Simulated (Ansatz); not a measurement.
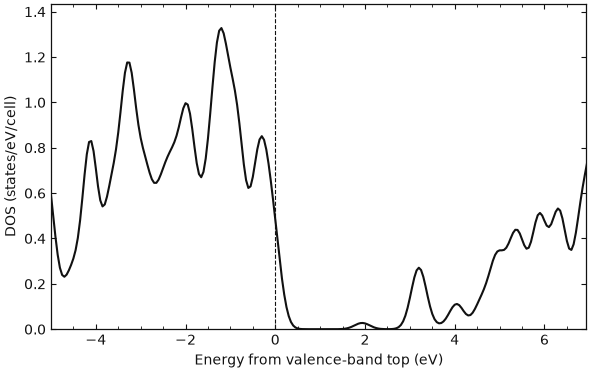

Density of states. Energies are counted from the top of the valence band. The curve is built from the levels of the k mesh with Gaussians 0.4 eV wide, which also blur the band edges.

System: GaN, space group Fm-3m (No. 225), 2 atoms in the cell.

```cif
data_structure
_symmetry_space_group_name_H-M 'P 1'
_symmetry_Int_Tables_number 1
_cell_length_a 2.9819
_cell_length_b 2.9819
_cell_length_c 2.9819
_cell_angle_alpha 60.000
_cell_angle_beta 60.000
_cell_angle_gamma 60.000
_cell_volume 18.75
loop_
_atom_site_label
_atom_site_type_symbol
_atom_site_fract_x
_atom_site_fract_y
_atom_site_fract_z
_atom_site_occupancy
Ga1 Ga 0.50000 0.50000 0.50000 1
N1 N 0.00000 0.00000 0.00000 1
```

Ansatz 0.2.0; DFT, HSE06, plane waves, PAW, no spin polarisation, 8×8×8 k mesh.

> Metal or insulator, going by the density of states?

There is a gap; over the k points computed it is 1.94 eV (indirect; the smallest direct gap is 4.14 eV).
